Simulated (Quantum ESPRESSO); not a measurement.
Run report: CuCl$_{2}$, band-structure run (part 2 of 2)

The same run, continued: CuCl$_{2}$ (I4/mmm, 3 atoms in the cell); Kohn-Sham DFT of a periodic cell, PBEsol, GBRV 1.5 PBEsol, no spin polarisation (Quantum ESPRESSO 7.5); cutoff 761.92 eV, 8×8×8 k-mesh, fermi-dirac of 0.05 eV. The structure derives from a Materials Project entry.

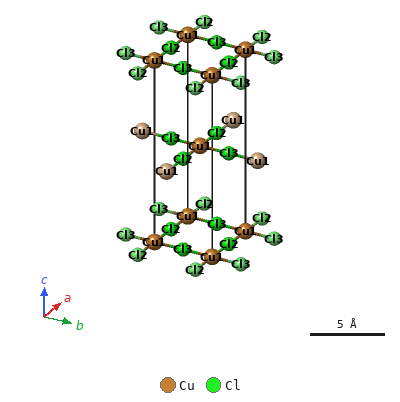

**Figure 1.** The input geometry (ball-and-stick view of the cell 2 times as large as that of the calculation, set on its symmetry axes, seen at an oblique angle; neighbours outside the cell are drawn fainter; atoms are numbered from 1 in the order of the input). An atom can appear more than once, as a periodic image.

**Output, continued**
```
          k =-0.4694-0.0000-0.1543 (  6672 PWs)   bands (ev):

  -113.1602 -70.8846 -70.8845 -70.3872 -16.0221 -15.8512  -6.9752  -5.3422
    -4.7298  -4.4909  -3.6591  -3.6086  -3.5092  -3.3334  -2.5022  -2.3710
    -2.2948   4.5065   4.5829   6.1426   6.1958   7.8977   7.9131   9.1277

          k =-0.3520 0.1173-0.1543 (  6647 PWs)   bands (ev):

  -113.1602 -70.8846 -70.8845 -70.3872 -16.1481 -15.7082  -6.9484  -5.7198
    -4.8718  -4.4590  -3.9411  -3.2868  -3.2009  -3.1708  -2.4955  -2.3679
    -2.0315   3.9138   4.4624   5.6369   6.7140   7.6344   8.6235   8.9889

          k =-0.2347 0.2347-0.1543 (  6666 PWs)   bands (ev):

  -113.1602 -70.8845 -70.8845 -70.3872 -16.2194 -15.6196  -6.9167  -6.0038
    -4.9957  -4.4102  -4.1015  -3.1493  -2.9275  -2.8605  -2.7509  -2.4845
    -1.5066   3.2930   4.3682   5.4065   6.9554   7.9969   8.1136   8.9631

          k = 0.2347 0.2347 0.0771 (  6659 PWs)   bands (ev):

  -113.1602 -70.8845 -70.8845 -70.3872 -16.2195 -15.6196  -6.9166  -6.0038
    -4.9958  -4.4076  -4.1022  -3.1497  -2.9254  -2.8609  -2.7509  -2.4854
    -1.5066   3.2457   4.4906   5.1076   7.1111   8.0409   8.2418   9.1607

          k = 0.3520 0.3520 0.0771 (  6671 PWs)   bands (ev):

  -113.1602 -70.8846 -70.8846 -70.3872 -15.9428 -15.7607  -7.6739  -6.1614
    -5.6112  -4.4446  -4.3630  -3.0939  -2.8005  -2.4780  -2.3255  -2.0265
    -0.5240   3.6790   4.8278   6.2611   6.7471   7.3074   7.8012   8.1055

          k = 0.4694 0.4694 0.0771 (  6688 PWs)   bands (ev):

  -113.1602 -70.8846 -70.8846 -70.3872 -15.8169 -15.8169  -7.9917  -6.2240
    -5.8236  -4.4572  -4.4550  -3.0804  -2.7661  -2.2722  -2.2698  -1.7206
     0.0476   3.3194   6.2738   6.2981   6.4460   6.7331   7.4612   7.8040

          k = 0.0000 0.0000 0.0771 (  6659 PWs)   bands (ev):

  -113.1602 -70.8845 -70.8845 -70.3872 -16.5610 -15.4048  -5.7954  -5.7954
    -4.2942  -3.9376  -3.5626  -3.5147  -3.5147  -3.2936  -2.9237  -2.6213
    -2.6213   1.1470   3.9297   5.9281   6.9923   8.2366   8.2366   8.3825

          k = 0.3520 0.2347 0.1157 (  6665 PWs)   bands (ev):

  -113.1602 -70.8846 -70.8845 -70.3872 -16.0584 -15.7228  -7.2909  -6.0389
    -5.3070  -4.4479  -4.2054  -3.1204  -2.9088  -2.7730  -2.3553  -2.3476
    -1.2009   4.0588   4.2611   5.7611   6.8426   7.5782   8.2978   8.6398

          k = 0.4694 0.3520 0.1157 (  6688 PWs)   bands (ev):

  -113.1602 -70.8846 -70.8846 -70.3872 -15.8486 -15.8220  -7.8305  -6.1883
    -5.7186  -4.4612  -4.3983  -3.0869  -2.7897  -2.4026  -2.2746  -1.8692
    -0.2861   3.4983   5.5482   6.4356   6.4767   7.2614   7.5253   7.6520

          k = 0.0000-0.1173 0.1157 (  6663 PWs)   bands (ev):

  -113.1602 -70.8845 -70.8845 -70.3872 -16.5127 -15.4395  -6.0245  -5.7520
    -4.3254  -4.0426  -3.5653  -3.5139  -3.5078  -3.2894  -2.8039  -2.6351
    -2.5727   1.5334   4.0897   5.7545   7.0875   7.9045   8.3680   8.5329

          k = 0.4694 0.2347 0.1543 (  6672 PWs)   bands (ev):

  -113.1602 -70.8846 -70.8845 -70.3872 -15.9227 -15.8342  -7.4389  -6.0362
    -5.4214  -4.4735  -4.2278  -3.1121  -2.9318  -2.7366  -2.2831  -2.1728
    -1.1361   3.9268   4.9827   6.3246   6.3888   7.4675   7.6077   8.6368

          k = 0.5867 0.3520 0.1543 (  6691 PWs)   bands (ev):

  -113.1602 -70.8846 -70.8846 -70.3872 -15.9428 -15.7607  -7.6740  -6.1614
    -5.6112  -4.4460  -4.3620  -3.0937  -2.8004  -2.4797  -2.3245  -2.0265
    -0.5240   3.6665   4.9118   6.2405   6.9413   7.0885   7.7578   8.0817

          k = 0.0000-0.2347 0.1543 (  6658 PWs)   bands (ev):

  -113.1602 -70.8845 -70.8845 -70.3872 -16.3769 -15.5425  -6.4745  -5.6282
    -4.3964  -4.2943  -3.6285  -3.5119  -3.4905  -3.3095  -2.6015  -2.5712
    -2.4764   2.5510   4.3990   5.5586   6.9096   8.2380   8.3534   8.6941

          k = 0.1173-0.1173 0.1543 (  6666 PWs)   bands (ev):

  -113.1602 -70.8845 -70.8845 -70.3872 -16.4659 -15.4698  -6.1436  -5.8488
    -4.3456  -4.2231  -3.7472  -3.3735  -3.3394  -3.2564  -2.7981  -2.7345
    -2.2906   1.8479   4.2285   5.6487   6.9528   7.9209   8.4753   8.7138

          k =-0.9387-0.3520-0.1157 (  6666 PWs)   bands (ev):

  -113.1602 -70.8846 -70.8845 -70.3872 -16.1818 -15.7049  -6.8400  -5.4533
    -4.5777  -4.4645  -3.6546  -3.5639  -3.5100  -3.3297  -2.5316  -2.3991
    -2.3723   3.8568   4.5258   5.8076   6.5610   7.4693   8.7871   9.1867

          k =-0.8214-0.2347-0.1157 (  6655 PWs)   bands (ev):

  -113.1602 -70.8845 -70.8845 -70.3872 -16.3350 -15.5610  -6.5723  -5.8171
    -4.5682  -4.3992  -3.8829  -3.2470  -3.2232  -3.2205  -2.7419  -2.5531
    -2.0647   2.7427   4.4081   5.6122   6.7424   8.0111   8.2770   9.0147

          k = 0.0000 0.4694-0.0771 (  6667 PWs)   bands (ev):

  -113.1602 -70.8846 -70.8845 -70.3872 -16.0221 -15.8512  -6.9752  -5.3422
    -4.7298  -4.4909  -3.6590  -3.6086  -3.5092  -3.3334  -2.5022  -2.3710
    -2.2948   4.5147   4.5757   5.9700   6.4271   7.7670   7.9493   9.1591

          k =-0.8214-0.3520-0.0771 (  6669 PWs)   bands (ev):

  -113.1602 -70.8846 -70.8845 -70.3872 -16.1481 -15.7082  -6.9484  -5.7198
    -4.8717  -4.4604  -3.9412  -3.2868  -3.2006  -3.1716  -2.4954  -2.3678
    -2.0313   3.9857   4.3813   5.9684   6.5510   7.2381   8.7581   9.0428

          k =-0.7040-0.2347-0.0771 (  6653 PWs)   bands (ev):

  -113.1602 -70.8845 -70.8845 -70.3872 -16.2194 -15.6196  -6.9168  -6.0038
    -4.9957  -4.4129  -4.1007  -3.1489  -2.9296  -2.8601  -2.7510  -2.4836
    -1.5066   3.3432   4.2808   5.7643   6.7129   7.8210   8.0994   8.7214

          k = 0.0000 0.3520-0.0386 (  6641 PWs)   bands (ev):

  -113.1602 -70.8846 -70.8845 -70.3872 -16.1818 -15.7049  -6.8399  -5.4532
    -4.5777  -4.4619  -3.6529  -3.5640  -3.5100  -3.3299  -2.5328  -2.3991
    -2.3722   3.7409   4.7652   5.1980   6.9824   8.1696   8.5808   9.0566

          k = 0.1173 0.4694-0.0386 (  6657 PWs)   bands (ev):

  -113.1602 -70.8846 -70.8845 -70.3872 -15.9935 -15.8462  -7.0888  -5.6604
    -5.0030  -4.4858  -3.9550  -3.3163  -3.1946  -3.1564  -2.3393  -2.2914
    -2.0880   4.3532   4.6643   6.0106   6.4908   7.7603   7.8368   8.6902

          k =-0.7040-0.3520-0.0386 (  6669 PWs)   bands (ev):

  -113.1602 -70.8846 -70.8845 -70.3872 -16.0583 -15.7228  -7.2910  -6.0389
    -5.3070  -4.4505  -4.2045  -3.1200  -2.9085  -2.7755  -2.3544  -2.3477
    -1.2007   4.0218   4.3611   6.0906   6.7531   7.2753   8.2671   8.3830

          k = 0.0000 0.2347 0.0000 (  6644 PWs)   bands (ev):

  -113.1602 -70.8845 -70.8845 -70.3872 -16.3769 -15.5425  -6.4744  -5.6280
    -4.3918  -4.2943  -3.6269  -3.5120  -3.4906  -3.3098  -2.6028  -2.5716
    -2.4763   2.5006   4.4325   5.2791   7.3977   7.8139   8.5876   8.9554

          k = 0.1173 0.3520 0.0000 (  6660 PWs)   bands (ev):

  -113.1602 -70.8846 -70.8845 -70.3872 -16.1481 -15.7081  -6.9483  -5.7197
    -4.8718  -4.4570  -3.9410  -3.2868  -3.2013  -3.1696  -2.4957  -2.3680
    -2.0319   3.8312   4.5926   5.2790   6.9791   8.1170   8.5782   8.6721

          k = 0.2347 0.4694 0.0000 (  6664 PWs)   bands (ev):

  -113.1602 -70.8846 -70.8845 -70.3872 -15.9227 -15.8342  -7.4389  -6.0362
    -5.4214  -4.4735  -4.2278  -3.1121  -2.9318  -2.7366  -2.2831  -2.1728
    -1.1361   3.9281   4.9719   6.2642   6.4758   7.3943   8.0627   8.1789

          k =-0.5867-0.3520 0.0000 (  6672 PWs)   bands (ev):

  -113.1602 -70.8846 -70.8846 -70.3872 -15.9427 -15.7608  -7.6740  -6.1614
    -5.6112  -4.4481  -4.3607  -3.0935  -2.8003  -2.4821  -2.3229  -2.0265
    -0.5240   3.6500   5.0344   6.2489   6.8545   7.3415   7.8305   8.0676

          k = 0.4694 0.4694 0.1543 (  6696 PWs)   bands (ev):

  -113.1602 -70.8846 -70.8846 -70.3872 -15.8169 -15.8169  -7.9917  -6.2240
    -5.8236  -4.4561  -4.4561  -3.0804  -2.7661  -2.2710  -2.2710  -1.7206
     0.0476   3.3199   6.2306   6.3604   6.3604   6.8557   7.5820   7.5822

          k = 0.0000 0.0000 0.1543 (  6659 PWs)   bands (ev):

  -113.1602 -70.8845 -70.8845 -70.3872 -16.5609 -15.4048  -5.7955  -5.7955
    -4.3005  -3.9376  -3.5626  -3.5146  -3.5146  -3.2927  -2.9228  -2.6213
    -2.6213   1.1693   4.0319   5.7216   7.1723   8.3181   8.3181   8.3838

          k = 0.0000-0.1173 0.1929 (  6660 PWs)   bands (ev):

  -113.1602 -70.8845 -70.8845 -70.3872 -16.5126 -15.4395  -6.0246  -5.7521
    -4.3311  -4.0426  -3.5658  -3.5138  -3.5078  -3.2887  -2.8031  -2.6346
    -2.5727   1.5598   4.1854   5.6635   7.0816   7.9497   8.4608   8.5347

          k =-0.9387-0.2347-0.0771 (  6665 PWs)   bands (ev):

  -113.1602 -70.8845 -70.8845 -70.3872 -16.3768 -15.5425  -6.4746  -5.6282
    -4.3996  -4.2943  -3.6296  -3.5119  -3.4904  -3.3093  -2.6005  -2.5709
    -2.4764   2.5865   4.3894   5.8218   6.6373   7.8800   8.4591   8.7820

          k =-0.8214-0.1173-0.0771 (  6666 PWs)   bands (ev):

  -113.1602 -70.8845 -70.8845 -70.3872 -16.4659 -15.4698  -6.1437  -5.8489
    -4.3503  -4.2231  -3.7468  -3.3735  -3.3406  -3.2558  -2.7976  -2.7337
    -2.2906   1.8747   4.2900   5.6912   6.8029   7.9665   8.6191   8.7382

          k = 0.0000 0.5867-0.0386 (  6684 PWs)   bands (ev):

  -113.1602 -70.8846 -70.8845 -70.3872 -16.1818 -15.7050  -6.8400  -5.4534
    -4.5777  -4.4655  -3.6553  -3.5639  -3.5100  -3.3296  -2.5311  -2.3991
    -2.3723   3.9132   4.4602   6.1923   6.4124   7.0082   8.9792   9.2489

          k =-0.8214-0.2347-0.0386 (  6658 PWs)   bands (ev):

  -113.1602 -70.8845 -70.8845 -70.3872 -16.3350 -15.5610  -6.5723  -5.8172
    -4.5682  -4.4015  -3.8827  -3.2469  -3.2237  -3.2207  -2.7415  -2.5527
    -2.0646   2.7722   4.3755   5.9817   6.3930   7.7806   8.3802   9.0781

          k = 0.0000 0.4694 0.0000 (  6662 PWs)   bands (ev):

  -113.1602 -70.8846 -70.8845 -70.3872 -16.0221 -15.8512  -6.9752  -5.3422
    -4.7298  -4.4909  -3.6590  -3.6086  -3.5092  -3.3334  -2.5022  -2.3711
    -2.2947   4.5259   4.5656   5.8984   6.5689   7.6558   7.9562   9.1911

          k = 0.1173 0.5867 0.0000 (  6672 PWs)   bands (ev):

  -113.1602 -70.8846 -70.8845 -70.3872 -16.1480 -15.7082  -6.9484  -5.7199
    -4.8717  -4.4610  -3.9413  -3.2868  -3.2004  -3.1719  -2.4953  -2.3678
    -2.0312   4.0222   4.3443   6.1855   6.4781   7.0032   8.9417   9.0729

          k =-0.7040-0.2347 0.0000 (  6674 PWs)   bands (ev):

  -113.1602 -70.8845 -70.8845 -70.3872 -16.2194 -15.6196  -6.9168  -6.0039
    -4.9957  -4.4140  -4.1004  -3.1488  -2.9305  -2.8599  -2.7510  -2.4832
    -1.5066   3.3652   4.2490   6.0056   6.5131   7.7588   8.0402   8.7368

          k = 0.0000 0.0000 0.2314 (  6667 PWs)   bands (ev):

  -113.1602 -70.8845 -70.8845 -70.3872 -16.5609 -15.4048  -5.7956  -5.7956
    -4.3068  -3.9376  -3.5626  -3.5146  -3.5146  -3.2917  -2.9218  -2.6213
    -2.6213   1.1912   4.1642   5.4923   7.4372   8.2418   8.3850   8.4113

          k =-0.9387-0.1173-0.0386 (  6684 PWs)   bands (ev):

  -113.1602 -70.8845 -70.8845 -70.3872 -16.5126 -15.4395  -6.0247  -5.7522
    -4.3352  -4.0426  -3.5661  -3.5138  -3.5078  -3.2882  -2.8025  -2.6342
    -2.5727   1.5782   4.2700   5.5644   7.1494   7.8854   8.5341   8.5376

          k = 0.0000 0.7040 0.0000 (  6664 PWs)   bands (ev):

  -113.1602 -70.8845 -70.8845 -70.3872 -16.3768 -15.5425  -6.4746  -5.6283
    -4.4010  -4.2943  -3.6300  -3.5119  -3.4904  -3.3092  -2.6001  -2.5708
    -2.4764   2.6013   4.3882   5.9870   6.4873   7.6965   8.5515   8.8227

          k =-0.8214-0.1173 0.0000 (  6664 PWs)   bands (ev):

  -113.1602 -70.8845 -70.8845 -70.3872 -16.4659 -15.4698  -6.1438  -5.8489
    -4.3522  -4.2231  -3.7466  -3.3736  -3.3410  -3.2556  -2.7973  -2.7334
    -2.2906   1.8857   4.3193   5.7009   6.7589   7.9534   8.7554   8.8990

          k =-0.9387-0.9387-0.3086 (  6666 PWs)   bands (ev):

  -113.1602 -70.8845 -70.8845 -70.3872 -16.5609 -15.4048  -5.7957  -5.7957
    -4.3094  -3.9376  -3.5626  -3.5145  -3.5145  -3.2914  -2.9215  -2.6213
    -2.6213   1.2003   4.2342   5.3836   7.6852   7.9291   8.3858   8.4545

     the Fermi energy is    -1.9435 ev

!    total energy              =    -469.97971431 Ry
     estimated scf accuracy    <          3.7E-10 Ry
     smearing contrib. (-TS)   =      -0.00122499 Ry
     internal energy E=F+TS    =    -469.97848932 Ry

     The total energy is F=E-TS. E is the sum of the following terms:
     one-electron contribution =    -640.04682953 Ry
     hartree contribution      =     323.46475245 Ry
     xc contribution           =     -56.96726370 Ry
     ewald contribution        =     -96.42914854 Ry

     convergence has been achieved in  14 iterations

     negative rho (up, down):  2.960E-02 0.000E+00

     Forces acting on atoms (cartesian axes, Ry/au):

     atom    1 type  1   force =    -0.00000000   -0.00000000    0.00000000
     atom    2 type  2   force =    -0.00000000   -0.00000000   -0.00000000
     atom    3 type  2   force =     0.00000000    0.00000000    0.00000000

     Total force =     0.000000     Total SCF correction =     0.000000

     Computing stress (Cartesian axis) and pressure

     negative rho (up, down):  2.960E-02 0.000E+00
          total   stress  (Ry/bohr**3)                   (kbar)     P=       -9.00
  -0.00009007   0.00000000  -0.00000000          -13.25        0.00       -0.00
  -0.00000000  -0.00009007  -0.00000000           -0.00      -13.25       -0.00
  -0.00000000  -0.00000000  -0.00000349           -0.00       -0.00       -0.51

=------------------------------------------------------------------------------=
   JOB DONE.
=------------------------------------------------------------------------------=
```

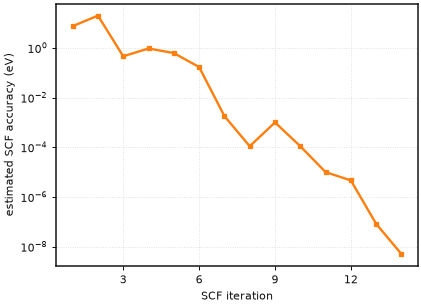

**Figure 2.** Convergence of the self-consistent field: estimated SCF accuracy against the iteration. The field takes 14 iterations in all.

The run was set up as follows.

**The input**
```
&CONTROL
  calculation = 'scf'
  prefix = 'pwscf'
  outdir = './tmp'
  pseudo_dir = './pseudo'
  tprnfor = .true.
  tstress = .true.
  disk_io = 'low'
/
&SYSTEM
  ibrav = 0
  celldm(1) = 8
  nat = 3
  ntyp = 2
  ecutwfc = 56
  ecutrho = 448
  nbnd = 24
  occupations = 'smearing'
  smearing = 'fd'
  degauss = 0.00367493
/
&ELECTRONS
  conv_thr = 6d-10
  electron_maxstep = 120
  mixing_beta = 0.5
/
ATOMIC_SPECIES
Cu    63.5460 cu_pbesol_v1.2.uspp.F.UPF
Cl    35.4500 cl_pbesol_v1.4.uspp.F.UPF
CELL_PARAMETERS alat
 -0.5326332449559   0.5326332449559   1.6204172389373
  0.5326332449559  -0.5326332449559   1.6204172389373
  0.5326332449559   0.5326332449559  -1.6204172389373
ATOMIC_POSITIONS crystal
Cu     0.0000000000    0.0000000000    0.0000000000
Cl     0.0000000000    0.5000000000    0.5000000000
Cl     0.5000000000    0.0000000000    0.5000000000
K_POINTS automatic
8 8 8 0 0 0
```

**File bands.in**
```
&CONTROL
  calculation = 'bands'
  prefix = 'pwscf'
  outdir = './tmp'
  pseudo_dir = './pseudo'
  disk_io = 'low'
  verbosity = 'high'
/
&SYSTEM
  ibrav = 0
  celldm(1) = 8
  nat = 3
  ntyp = 2
  ecutwfc = 56
  ecutrho = 448
  nbnd = 24
  occupations = 'smearing'
  smearing = 'fd'
  degauss = 0.00367493
/
&ELECTRONS
  conv_thr = 1d-08
  electron_maxstep = 120
  mixing_beta = 0.5
  diago_full_acc = .true.
  startingwfc = 'random'
/
ATOMIC_SPECIES
Cu    63.5460 cu_pbesol_v1.2.uspp.F.UPF
Cl    35.4500 cl_pbesol_v1.4.uspp.F.UPF
CELL_PARAMETERS alat
 -0.5326332449559   0.5326332449559   1.6204172389373
  0.5326332449559  -0.5326332449559   1.6204172389373
  0.5326332449559   0.5326332449559  -1.6204172389373
ATOMIC_POSITIONS crystal
Cu     0.0000000000    0.0000000000    0.0000000000
Cl     0.0000000000    0.5000000000    0.5000000000
Cl     0.5000000000    0.0000000000    0.5000000000
K_POINTS crystal
60
 0.0000000000  0.0000000000  0.0000000000 1
-0.0555555556  0.0555555556  0.0000000000 1
-0.1111111111  0.1111111111  0.0000000000 1
-0.1666666667  0.1666666667  0.0000000000 1
-0.2222222222  0.2222222222  0.0000000000 1
-0.2777777778  0.2777777778  0.0000000000 1
-0.3333333333  0.3333333333  0.0000000000 1
-0.3888888889  0.3888888889  0.0000000000 1
-0.4444444444  0.4444444444  0.0000000000 1
-0.5000000000  0.5000000000  0.0000000000 1
-0.5000000000  0.5000000000 -0.0540222707 1
-0.4628351892  0.4628351892 -0.0911870815 1
-0.4256703784  0.4256703784 -0.1283518922 1
-0.3885055677  0.3885055677 -0.1655167030 1
-0.3513407569  0.3513407569 -0.2026815138 1
-0.3141759461  0.3141759461 -0.2398463246 1
-0.2770111353  0.2770111353 -0.2770111353 1
-0.2374381160  0.2374381160 -0.2374381160 1
-0.1978650967  0.1978650967 -0.1978650967 1
-0.1582920773  0.1582920773 -0.1582920773 1
-0.1187190580  0.1187190580 -0.1187190580 1
-0.0791460387  0.0791460387 -0.0791460387 1
-0.0395730193  0.0395730193 -0.0395730193 1
 0.0000000000  0.0000000000  0.0000000000 1
 0.1250000000  0.1250000000 -0.1250000000 1
 0.2500000000  0.2500000000 -0.2500000000 1
 0.3750000000  0.3750000000 -0.3750000000 1
 0.5000000000  0.5000000000 -0.5000000000 1
 0.4628351892  0.5371648108 -0.5371648108 1
 0.4256703784  0.5743296216 -0.5743296216 1
 0.3885055677  0.6114944323 -0.6114944323 1
 0.3513407569  0.6486592431 -0.6486592431 1
 0.3141759461  0.6858240539 -0.6858240539 1
 0.2770111353  0.7229888647 -0.7229888647 1
 0.1385055677  0.6114944323 -0.6114944323 1
 0.0000000000  0.5000000000 -0.5000000000 1
-0.0357142857  0.5357142857 -0.4642857143 1
-0.0714285714  0.5714285714 -0.4285714286 1
-0.1071428571  0.6071428571 -0.3928571429 1
-0.1428571429  0.6428571429 -0.3571428571 1
-0.1785714286  0.6785714286 -0.3214285714 1
-0.2142857143  0.7142857143 -0.2857142857 1
-0.2500000000  0.7500000000 -0.2500000000 1
-0.0979888647  0.8479888647 -0.3750000000 1
 0.0540222707  0.9459777293 -0.5000000000 1
 0.0911870815  0.9088129185 -0.5000000000 1
 0.1283518922  0.8716481078 -0.5000000000 1
 0.1655167030  0.8344832970 -0.5000000000 1
 0.2026815138  0.7973184862 -0.5000000000 1
 0.2398463246  0.7601536754 -0.5000000000 1
 0.2770111353  0.7229888647 -0.5000000000 1
 0.3141759461  0.6858240539 -0.5000000000 1
 0.3513407569  0.6486592431 -0.5000000000 1
 0.3885055677  0.6114944323 -0.5000000000 1
 0.4256703784  0.5743296216 -0.5000000000 1
 0.4628351892  0.5371648108 -0.5000000000 1
 0.5000000000  0.5000000000 -0.5000000000 1
-0.5000000000  0.5000000000  0.0000000000 1
-0.3750000000  0.6250000000 -0.1250000000 1
-0.2500000000  0.7500000000 -0.2500000000 1
```

Launch command:
```bash
OMP_NUM_THREADS=1 mpirun -n 2 pw.x -nk 2 -in pw.in > pw.out
OMP_NUM_THREADS=1 mpirun -n 2 pw.x -nk 2 -in bands.in > bands.out
```

**Key numbers**

```tsv
quantity	value
outcome	converged
space group (tolerance 0.01 Å)	I4/mmm (139)
electrons treated	33
free energy	−6394.3998 eV
Fermi energy	−1.944 eV
gap on the k-point mesh	none (metallic)
pressure	−0.90 GPa
largest force (length of the vector)	under 0.001 eV/Å
hardware	2 threads of Intel Xeon @ 2.50GHz (Skylake/Cascade Lake), 32 GiB of memory available, shared host
wall time	11 min (CPU time 23 min)
peak memory	0.92 GiB
```

**Notes**

Notes on the run: negative rho. The run has no spin polarisation, so a magnetic state may lie lower.
